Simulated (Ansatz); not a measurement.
## Geometry relaxation, with input and output: BN (part 2 of 2)

BN (slab, 36 atoms in the cell); DFT PBE+D3(BJ), scalar-relativistic, plane waves, PAW, no spin polarisation (Ansatz 0.2.0); cutoff 420 eV, 3×3×1 k-mesh, Gaussian smearing of 0.05 eV. The structure derives from an entry of the Crystallography Open Database. The input holds or restrains some coordinates. Forces given for the steps count only the free coordinates. It belongs to a series of runs on one base structure; here: clean slab, lower planes held.

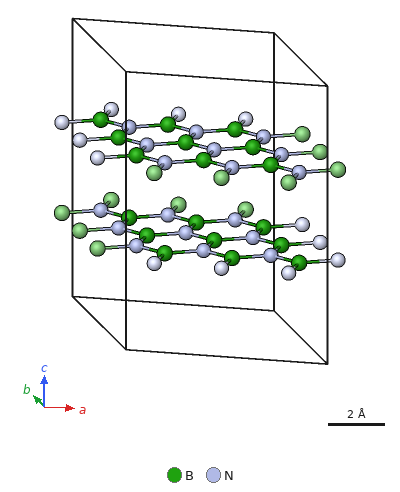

The geometry at step 2 of the log (ball-and-stick view of the cell of the calculation, with the vacuum cut short, seen slightly off an axis; neighbours outside the cell are drawn fainter).

The program's output, continued
```
--- Forces (eV/Å), atoms counted from 1 ---
  atom   1  B     -0.00000000    -0.00000000     0.02367217
  atom   2  B     -0.00000000    -0.00000000     0.02367217
  atom   3  B     -0.00000000    -0.00000000     0.02367217
  atom   4  B     -0.00000000    -0.00000000     0.02367217
  atom   5  B     -0.00000000    -0.00000000     0.02367217
  atom   6  B     -0.00000000    -0.00000000     0.02367217
  atom   7  B     -0.00000000     0.00000000     0.02367217
  atom   8  B     -0.00000000    -0.00000000     0.02367217
  atom   9  B     -0.00000000     0.00000000     0.02367217
  atom  10  N      0.00000000     0.00000000    -0.01834121
  atom  11  N      0.00000000     0.00000000    -0.01834121
  atom  12  N      0.00000000     0.00000000    -0.01834121
  atom  13  N      0.00000000     0.00000000    -0.01834121
  atom  14  N      0.00000000     0.00000000    -0.01834121
  atom  15  N      0.00000000    -0.00000000    -0.01834121
  atom  16  N      0.00000000    -0.00000000    -0.01834121
  atom  17  N      0.00000000     0.00000000    -0.01834121
  atom  18  N      0.00000000     0.00000000    -0.01834121
  atom  19  B      0.00000000     0.00000000     0.01114993
  atom  20  B      0.00000000     0.00000000     0.01114993
  atom  21  B      0.00000000     0.00000000     0.01114993
  atom  22  B      0.00000000     0.00000000     0.01114993
  atom  23  B      0.00000000     0.00000000     0.01114993
  atom  24  B      0.00000000     0.00000000     0.01114993
  atom  25  B      0.00000000     0.00000000     0.01114993
  atom  26  B      0.00000000     0.00000000     0.01114993
  atom  27  B      0.00000000     0.00000000     0.01114993
  atom  28  N     -0.00000000    -0.00000000    -0.01661466
  atom  29  N     -0.00000000     0.00000000    -0.01661466
  atom  30  N      0.00000000    -0.00000000    -0.01661466
  atom  31  N     -0.00000000    -0.00000000    -0.01661466
  atom  32  N      0.00000000     0.00000000    -0.01661466
  atom  33  N     -0.00000000    -0.00000000    -0.01661466
  atom  34  N     -0.00000000    -0.00000000    -0.01661466
  atom  35  N      0.00000000    -0.00000000    -0.01661466
  atom  36  N     -0.00000000    -0.00000000    -0.01661466
  max |Σ_I F_I| component: 1.20e-3 eV/Å
--- Band table (eV) ---
  k-point 0: bands = ["-19.9105", "-19.7804", "-17.9539", "-17.9539", "-17.9539", "-17.9539", "-17.9539", "-17.9539", "-17.8609", "-17.8609", "-17.8609", "-17.8609", "-17.8609", "-17.8609", "-16.1955", "-16.1955", "-16.1846", "-16.1846", "-10.1253", "-10.1253", "-10.0537", "-10.0537", "-9.3610", "-9.3610", "-9.3501", "-9.3501", "-9.0820", "-9.0820", "-9.0820", "-9.0820", "-9.0820", "-9.0820", "-9.0459", "-9.0459", "-9.0459", "-9.0459", "-9.0459", "-9.0459", "-7.9055", "-6.9373", "-5.7876", "-5.7876", "-5.7876", "-5.7876", "-5.7876", "-5.7876", "-5.7592", "-5.7592", "-5.7592", "-5.7592", "-5.7592", "-5.7592", "-5.1740", "-5.1740", "-5.1740", "-5.1740", "-5.1740", "-5.1740", "-4.3835", "-4.3835", "-4.3835", "-4.3835", "-4.3835", "-4.3835", "-3.5422", "-3.5422", "-3.5236", "-3.5236", "-2.2247", "-2.2247", "-2.2137", "-2.2137", "2.5008", "2.5008", "2.5118", "2.5118", "2.5913", "3.1088", "3.8717", "4.7014", "4.7014", "4.7014", "4.7014", "4.7014", "4.7014", "5.0553", "5.0553", "5.0553", "5.0553", "5.0553", "5.0553", "5.1545", "5.2165", "5.8747", "5.8747", "5.8747", "5.8747", "5.8747", "5.8747", "6.7755", "6.7755", "6.7755", "6.7755", "6.7755", "6.7755", "7.1698", "7.3065", "7.3065"]
  k-point 1: bands = ["-19.6725", "-19.5460", "-18.9837", "-18.8686", "-18.3393", "-18.3393", "-18.2365", "-18.2365", "-17.2730", "-17.2730", "-17.2007", "-17.2007", "-16.9660", "-16.9152", "-16.5401", "-16.5401", "-16.5002", "-16.5002", "-10.8186", "-10.7838", "-10.3519", "-10.3519", "-10.3146", "-10.3146", "-10.0049", "-10.0049", "-9.9691", "-9.9691", "-8.3173", "-8.3173", "-8.2858", "-8.2858", "-7.9751", "-7.9751", "-7.9513", "-7.9513", "-7.5815", "-6.7418", "-6.7418", "-6.7245", "-6.7102", "-6.7102", "-6.6897", "-6.6289", "-6.5747", "-6.2778", "-6.2481", "-5.9732", "-5.9732", "-5.9452", "-5.9452", "-5.7248", "-5.7240", "-5.7240", "-4.9206", "-4.8950", "-4.8864", "-4.8864", "-4.4985", "-4.4820", "-4.1609", "-4.1609", "-3.9828", "-3.9615", "-3.6581", "-3.4890", "-3.4890", "-3.0990", "-2.9669", "-2.9669", "-2.5354", "-2.5354", "2.6642", "2.7292", "2.7292", "2.9986", "3.0368", "3.0368", "3.2673", "3.4888", "3.5769", "3.5769", "4.0084", "4.0084", "4.1383", "4.2686", "4.5643", "5.2546", "5.2546", "5.3010", "5.3010", "5.4160", "5.5343", "5.5664", "5.7509", "5.7509", "6.2280", "6.5458", "6.5651", "6.5651", "6.6355", "6.6355", "7.2681", "7.2681", "7.3085", "7.3850", "7.5985", "7.6756"]
  k-point 2: bands = ["-19.2083", "-19.2083", "-19.2083", "-19.0893", "-19.0893", "-19.0893", "-17.3987", "-17.3987", "-17.3987", "-17.3189", "-17.3189", "-17.3189", "-16.6702", "-16.6702", "-16.6702", "-16.6389", "-16.6389", "-16.6389", "-10.9467", "-10.9467", "-10.9467", "-10.9137", "-10.9137", "-10.9137", "-9.2532", "-9.2532", "-9.2532", "-9.2410", "-9.2410", "-9.2410", "-7.4554", "-7.4554", "-7.4554", "-7.4285", "-7.4285", "-7.4285", "-7.0091", "-7.0091", "-7.0091", "-6.9764", "-6.9764", "-6.9764", "-6.9480", "-6.9480", "-6.9480", "-6.0562", "-6.0562", "-6.0562", "-5.8820", "-5.8820", "-5.8820", "-5.8580", "-5.8580", "-5.8580", "-4.8457", "-4.8457", "-4.8457", "-4.8231", "-4.8231", "-4.8231", "-4.3611", "-4.3611", "-4.3611", "-3.6513", "-3.6513", "-3.6513", "-3.1629", "-3.1629", "-3.1629", "-2.7264", "-2.7264", "-2.7264", "2.3730", "2.3730", "2.3730", "2.9235", "2.9235", "2.9235", "3.7780", "3.7780", "3.7780", "4.1849", "4.1849", "4.1849", "4.2240", "4.2240", "4.2240", "4.4047", "4.4047", "4.4047", "5.0478", "5.0478", "5.0478", "6.1256", "6.1256", "6.1256", "6.2543", "6.2543", "6.2543", "7.1245", "7.1245", "7.1245", "7.6015", "7.6015", "7.6015", "7.8064", "7.8064", "7.8064"]
--- Relaxed structure (2 steps of the walk, 2 accepted, 0 SCFs on fresh bases) ---
  F+E_penalty+E_count = -9767.31097143 eV   max|allowed force component| = 1.661e-2 eV/Å
  atoms:
    - { symbol: B, position: [0.2222222222222222, 0.11111111111111112, 0.41432691670000005] }
    - { symbol: B, position: [0.22222222222222224, 0.4444444444444444, 0.41432691670000005] }
    - { symbol: B, position: [0.2222222222222223, 0.7777777777777778, 0.41432691670000005] }
    - { symbol: B, position: [0.5555555555555555, 0.11111111111111112, 0.41432691670000005] }
    - { symbol: B, position: [0.5555555555555556, 0.4444444444444445, 0.41432691670000005] }
    - { symbol: B, position: [0.5555555555555556, 0.7777777777777778, 0.41432691670000005] }
    - { symbol: B, position: [0.8888888888888888, 0.11111111111111112, 0.41432691670000005] }
    - { symbol: B, position: [0.8888888888888887, 0.4444444444444444, 0.41432691670000005] }
    - { symbol: B, position: [0.8888888888888888, 0.7777777777777777, 0.41432691670000005] }
    - { symbol: N, position: [0.11111111111111113, 0.2222222222222222, 0.41432691670000005] }
    - { symbol: N, position: [0.11111111111111119, 0.5555555555555556, 0.41432691670000005] }
    - { symbol: N, position: [0.11111111111111116, 0.8888888888888887, 0.41432691670000005] }
    - { symbol: N, position: [0.44444444444444436, 0.2222222222222222, 0.41432691670000005] }
    - { symbol: N, position: [0.4444444444444444, 0.5555555555555556, 0.41432691670000005] }
    - { symbol: N, position: [0.4444444444444444, 0.8888888888888887, 0.41432691670000005] }
    - { symbol: N, position: [0.7777777777777777, 0.2222222222222222, 0.41432691670000005] }
    - { symbol: N, position: [0.7777777777777779, 0.5555555555555556, 0.41432691670000005] }
    - { symbol: N, position: [0.7777777777777778, 0.8888888888888887, 0.41432691670000005] }
    - { symbol: B, position: [0.11111111111111113, 0.2222222222222222, 0.589156630514588] }
    - { symbol: B, position: [0.11111111111111119, 0.5555555555555556, 0.589156630514588] }
    - { symbol: B, position: [0.11111111111111116, 0.8888888888888887, 0.589156630514588] }
    - { symbol: B, position: [0.44444444444444436, 0.2222222222222222, 0.589156630514588] }
    - { symbol: B, position: [0.4444444444444444, 0.5555555555555556, 0.589156630514588] }
    - { symbol: B, position: [0.4444444444444444, 0.8888888888888887, 0.589156630514588] }
    - { symbol: B, position: [0.7777777777777777, 0.2222222222222222, 0.589156630514588] }
    - { symbol: B, position: [0.7777777777777779, 0.5555555555555556, 0.589156630514588] }
    - { symbol: B, position: [0.7777777777777778, 0.8888888888888887, 0.589156630514588] }
    - { symbol: N, position: [0.2222222222222222, 0.11111111111111112, 0.5892818247358363] }
    - { symbol: N, position: [0.22222222222222224, 0.4444444444444444, 0.5892818247358363] }
    - { symbol: N, position: [0.2222222222222223, 0.7777777777777778, 0.5892818247358363] }
    - { symbol: N, position: [0.5555555555555555, 0.11111111111111112, 0.5892818247358363] }
    - { symbol: N, position: [0.5555555555555556, 0.4444444444444445, 0.5892818247358363] }
    - { symbol: N, position: [0.5555555555555556, 0.7777777777777778, 0.5892818247358363] }
    - { symbol: N, position: [0.8888888888888888, 0.11111111111111112, 0.5892818247358363] }
    - { symbol: N, position: [0.8888888888888887, 0.4444444444444444, 0.5892818247358363] }
    - { symbol: N, position: [0.8888888888888888, 0.7777777777777777, 0.5892818247358363] }
```

Trajectory as extended XYZ (Å, eV, eV/Å), 2 frames, from step=1 to step=2
```
36
Lattice="7.5193 0.0000 0.0000 -3.7597 6.5119 0.0000 0.0000 0.0000 19.3084" Properties=species:S:1:pos:R:3:forces:R:3 step=1 energy=-9767.30858
B     1.2532    0.7235    8.0000    0.0000   0.0000   0.0173
B     0.0000    2.8942    8.0000    0.0000   0.0000   0.0173
B    -1.2532    5.0648    8.0000    0.0000   0.0000   0.0173
B     3.7597    0.7235    8.0000    0.0000   0.0000   0.0173
B     2.5064    2.8942    8.0000    0.0000   0.0000   0.0173
B     1.2532    5.0648    8.0000    0.0000   0.0000   0.0173
B     6.2661    0.7235    8.0000    0.0000   0.0000   0.0173
B     5.0129    2.8942    8.0000    0.0000   0.0000   0.0173
B     3.7597    5.0648    8.0000    0.0000   0.0000   0.0173
N     0.0000    1.4471    8.0000    0.0000   0.0000  -0.0310
N    -1.2532    3.6177    8.0000    0.0000   0.0000  -0.0310
N    -2.5064    5.7884    8.0000    0.0000   0.0000  -0.0310
N     2.5064    1.4471    8.0000    0.0000   0.0000  -0.0310
N     1.2532    3.6177    8.0000    0.0000   0.0000  -0.0310
N     0.0000    5.7884    8.0000    0.0000   0.0000  -0.0310
N     5.0129    1.4471    8.0000    0.0000   0.0000  -0.0310
N     3.7597    3.6177    8.0000    0.0000   0.0000  -0.0310
N     2.5064    5.7884    8.0000    0.0000   0.0000  -0.0310
B     0.0000    1.4471   11.3084    0.0000   0.0000  -0.0172
B    -1.2532    3.6177   11.3084    0.0000   0.0000  -0.0172
B    -2.5064    5.7884   11.3084    0.0000   0.0000  -0.0172
B     2.5064    1.4471   11.3084    0.0000   0.0000  -0.0172
B     1.2532    3.6177   11.3084    0.0000   0.0000  -0.0172
B     0.0000    5.7884   11.3084    0.0000   0.0000  -0.0172
B     5.0129    1.4471   11.3084    0.0000   0.0000  -0.0172
B     3.7597    3.6177   11.3084    0.0000   0.0000  -0.0172
B     2.5064    5.7884   11.3084    0.0000   0.0000  -0.0172
N     1.2532    0.7235   11.3084    0.0000   0.0000   0.0309
N     0.0000    2.8942   11.3084    0.0000   0.0000   0.0309
N    -1.2532    5.0648   11.3084    0.0000   0.0000   0.0309
N     3.7597    0.7235   11.3084    0.0000   0.0000   0.0309
N     2.5064    2.8942   11.3084    0.0000   0.0000   0.0309
N     1.2532    5.0648   11.3084    0.0000   0.0000   0.0309
N     6.2661    0.7235   11.3084    0.0000   0.0000   0.0309
N     5.0129    2.8942   11.3084    0.0000   0.0000   0.0309
N     3.7597    5.0648   11.3084    0.0000   0.0000   0.0309
36
Lattice="7.5193 0.0000 0.0000 -3.7597 6.5119 0.0000 0.0000 0.0000 19.3084" Properties=species:S:1:pos:R:3:forces:R:3 step=2 energy=-9767.31097
B     1.2532    0.7235    8.0000    0.0000   0.0000   0.0237
B     0.0000    2.8942    8.0000    0.0000   0.0000   0.0237
B    -1.2532    5.0648    8.0000    0.0000   0.0000   0.0237
B     3.7597    0.7235    8.0000    0.0000   0.0000   0.0237
B     2.5064    2.8942    8.0000    0.0000   0.0000   0.0237
B     1.2532    5.0648    8.0000    0.0000   0.0000   0.0237
B     6.2661    0.7235    8.0000    0.0000   0.0000   0.0237
B     5.0129    2.8942    8.0000    0.0000   0.0000   0.0237
B     3.7597    5.0648    8.0000    0.0000   0.0000   0.0237
N     0.0000    1.4471    8.0000    0.0000   0.0000  -0.0183
N    -1.2532    3.6177    8.0000    0.0000   0.0000  -0.0183
N    -2.5064    5.7884    8.0000    0.0000   0.0000  -0.0183
N     2.5064    1.4471    8.0000    0.0000   0.0000  -0.0183
N     1.2532    3.6177    8.0000    0.0000   0.0000  -0.0183
N     0.0000    5.7884    8.0000    0.0000   0.0000  -0.0183
N     5.0129    1.4471    8.0000    0.0000   0.0000  -0.0183
N     3.7597    3.6177    8.0000    0.0000   0.0000  -0.0183
N     2.5064    5.7884    8.0000    0.0000   0.0000  -0.0183
B     0.0000    1.4471   11.3757    0.0000   0.0000   0.0112
B    -1.2532    3.6177   11.3757    0.0000   0.0000   0.0112
B    -2.5064    5.7884   11.3757    0.0000   0.0000   0.0112
B     2.5064    1.4471   11.3757    0.0000   0.0000   0.0112
B     1.2532    3.6177   11.3757    0.0000   0.0000   0.0112
B     0.0000    5.7884   11.3757    0.0000   0.0000   0.0112
B     5.0129    1.4471   11.3757    0.0000   0.0000   0.0112
B     3.7597    3.6177   11.3757    0.0000   0.0000   0.0112
B     2.5064    5.7884   11.3757    0.0000   0.0000   0.0112
N     1.2532    0.7235   11.3781    0.0000   0.0000  -0.0166
N     0.0000    2.8942   11.3781    0.0000   0.0000  -0.0166
N    -1.2532    5.0648   11.3781    0.0000   0.0000  -0.0166
N     3.7597    0.7235   11.3781    0.0000   0.0000  -0.0166
N     2.5064    2.8942   11.3781    0.0000   0.0000  -0.0166
N     1.2532    5.0648   11.3781    0.0000   0.0000  -0.0166
N     6.2661    0.7235   11.3781    0.0000   0.0000  -0.0166
N     5.0129    2.8942   11.3781    0.0000   0.0000  -0.0166
N     3.7597    5.0648   11.3781    0.0000   0.0000  -0.0166
```

Results in brief

```tsv
quantity	value
outcome	converged under the restraints of the input
electrons treated	144
free energy	−9767.3110 eV
work function, top face	3.57 eV
work function, bottom face	3.55 eV
Fermi energy	0.079 eV
gap on the k-point mesh	4.59 eV
final volume	945.44 Å³
work function (upper face)	3.57 eV
largest force (length of the vector) at the end, held atoms and coordinates included	0.024 eV/Å
hardware	4 threads of AMD EPYC (Zen 5), 32 GiB of memory available, shared host
wall time	6.3 s (CPU time 24 s)
peak memory	1.6 GiB
```
